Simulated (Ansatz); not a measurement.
Ga₈As₉ (cell with a defect)

```
Ga As
1.0
     0.00000    5.74538   -5.74538
     5.74538    5.74538    0.00000
     5.74538    0.00000   -5.74538
Ga As
8 9
Direct
  0.49015 0.50667 0.00167
  0.46101 0.98133 0.06213
  0.00938 0.51413 0.98821
  0.00005 0.04756 0.97571
  0.56949 0.32598 0.55264
  0.46285 0.98152 0.49468
  0.00938 0.51413 0.48786
  0.05507 0.02728 0.45949
  0.37835 0.35429 0.37385
  0.37797 0.78109 0.42110
  0.89765 0.38662 0.35772
  0.84553 0.87607 0.33870
  0.37811 0.35398 0.89431
  0.36172 0.88084 0.87862
  0.86433 0.41454 0.86036
  0.84361 0.87500 0.94349
  0.75247 0.94620 0.65180
```

The program warned that a starting moment wasn't kept; spin-polarised, but the moments vanished.

All numbers below come from Ansatz 0.2.0, DFT PBE, scalar-relativistic, plane waves, PAW.

Core electrons are frozen (PAW), and the valence fields are smoothed inside the atomic spheres.

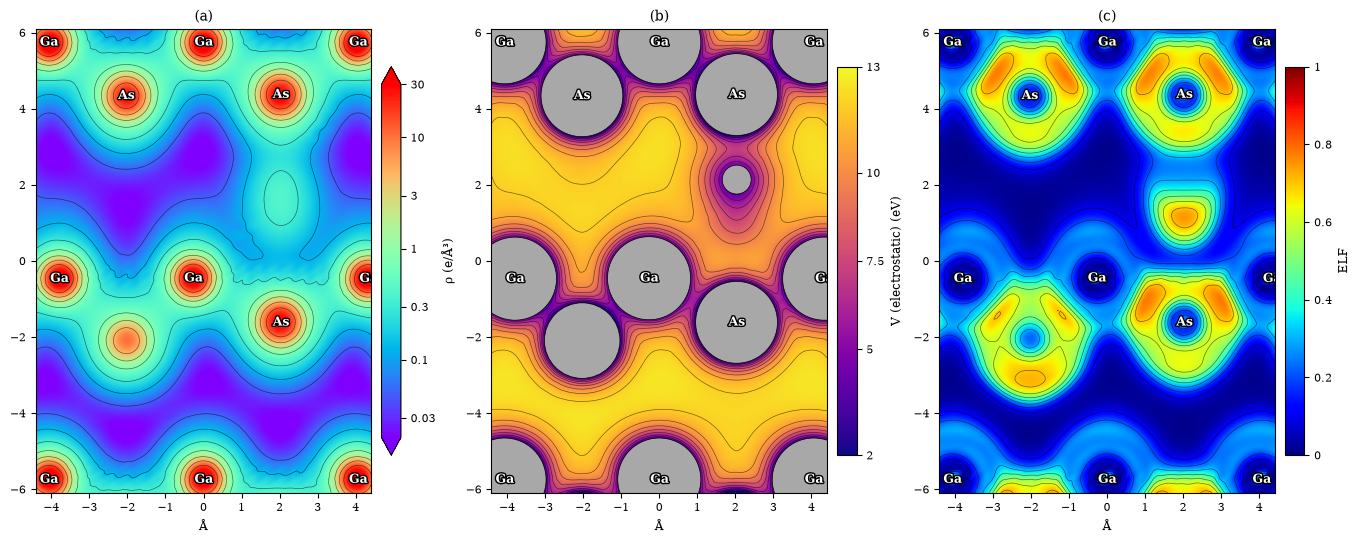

Figure 1. (a) valence electron density; (b) electrostatic potential (local pseudopotential plus Hartree) felt by an electron; (c) ELF on the (11̄0) plane of the calculation cell. Grey discs cover the atomic cores in the potential map.

**Describe what can be read from this map.**

- The plane passes through Ga and As nuclei.
- Atoms just off the plane (As, 0.4 Å away) can leave unmarked features too.
- Ga–As (2.45 Å): ρ at the midpoint is about 0.49 e/Å³; the ELF peaks at about 0.75 between the atoms.
- Ga–As (2.48 Å): the density is about 0.47 e/Å³ at the midpoint; the ELF peaks at about 0.80 between the atoms.
- Ga–As (2.57 Å): ρ at the midpoint is about 0.41 e/Å³; the ELF peaks at about 0.80 between the atoms.
- Between the atoms the lowest density in this plane is 0.02 e/Å³.
- Outside the cores the potential energy rises away from the atoms and is highest about 2.4 Å from the nearest atoms; its zero is arbitrary.

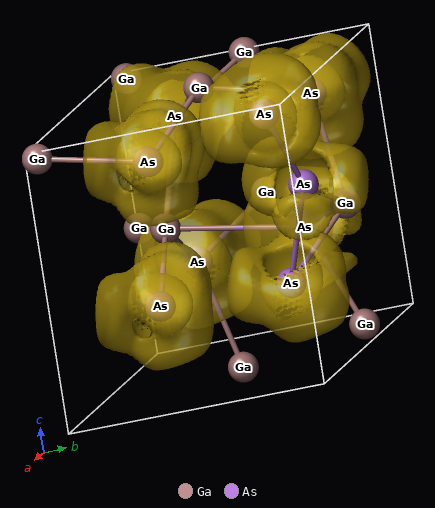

Figure 2. Isosurface of the ELF at 0.6 (yellow), seen slightly off an axis. Only the valence region is drawn (cores and ρ < 0.01 e/Å³ removed). Sticks mark near contacts.

**Describe the localisation domains.**

At this value the surface marks out nine regions on As in which the atom's valence shell and bonds are merged, counted in one cell of 17 atoms. Any copies at cell faces, edges or corners count once. Profiles from the grid: Ga–As (2.35 Å): the ELF is about 0.65 at the midpoint. As–As (2.54 Å): the ELF is about 0.55 at the midpoint.

**Does the calculation make it a metal, or give it a gap?**

It is gapless in this calculation (a metal or semimetal).
